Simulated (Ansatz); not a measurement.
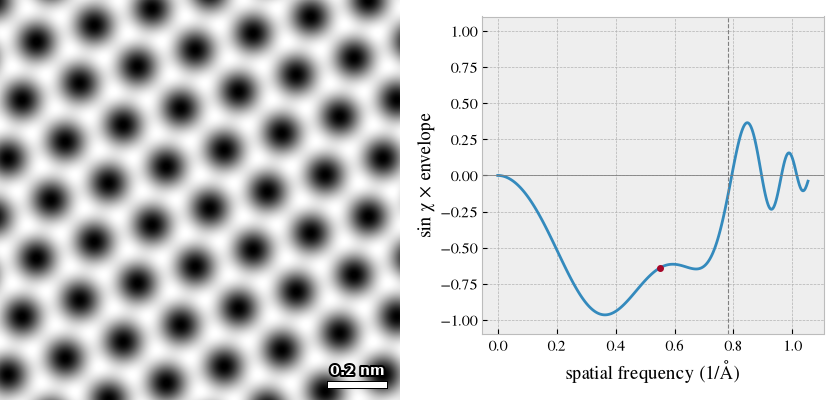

Phase-contrast TEM-like image of Nd (Fm-3m, No. 225) along [111]. Simulated in the weak-phase-object approximation with neutral-atom potentials: 80 kV, Cs = 20 µm, defocus −110 Å (negative is underfocus), defocus spread 15 Å, aperture 0.78 1/Å. Model: the input geometry of a calculation; the starting structure was generated, so it need not be a known form of this composition.

The plot gives the contrast transfer function, the aperture (dashed) and the crystal's spatial frequencies that carry visible contrast (dots).

> What point resolution do these settings give, and which lattice spacings pass?

About 1.3 Å (0.66 |Cs|^(1/4) λ^(3/4) with λ = 0.0418 Å). The spacings that carry visible contrast are {220} at 1.82 Å.

> Do the atom columns appear dark or bright, and why?

Dark. With positive Cs and underfocus sin χ is negative over the pass band, so the strongest columns (Nd) come out darker than the background.
